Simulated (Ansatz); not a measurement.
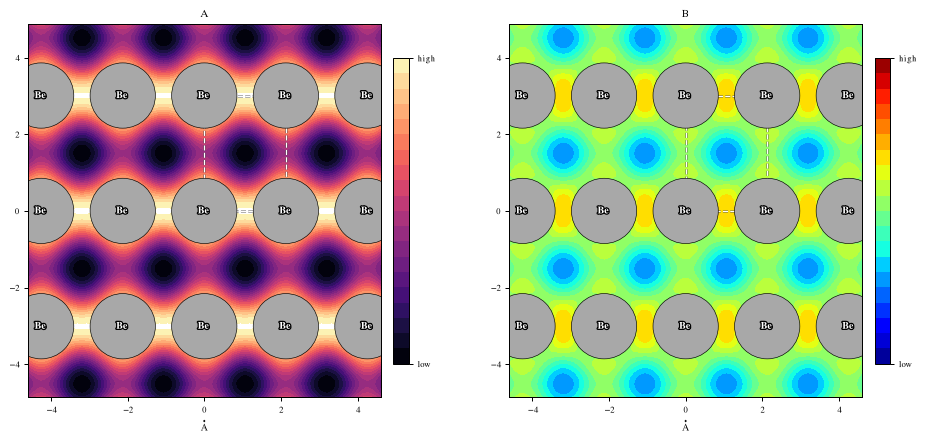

Be: 2 fields on the (101) plane of the conventional cell, with unlabelled colour scales. Grey discs cover the atomic cores.

Space group Pm-3m; set up as Be, simple cubic; a generated structure, not necessarily the stable one; changed on purpose from its base cell (volume × 0.92); computed pressure about 7 GPa in this cell.

All numbers below come from Ansatz 0.2.0, DFT, revPBE, plane waves (420 eV) with PAW, scalar-relativistic.

```cif
data_structure
_symmetry_space_group_name_H-M 'P 1'
_symmetry_Int_Tables_number 1
_cell_length_a 2.1291
_cell_length_b 2.1291
_cell_length_c 2.1291
_cell_angle_alpha 90.000
_cell_angle_beta 90.000
_cell_angle_gamma 90.000
_cell_volume 9.65
loop_
_atom_site_label
_atom_site_type_symbol
_atom_site_fract_x
_atom_site_fract_y
_atom_site_fract_z
_atom_site_occupancy
Be1 Be 0.00000 0.00000 0.00000 1
```

Match the panels to the quantities (electron localisation function and valence pseudo-density).

Panel A: valence pseudo-density. Panel B: electron localisation function. From the grid: Be–Be (2.13 Å): ρ is about 0.26 e/Å³ halfway; the ELF peaks at about 0.70 between the atoms.
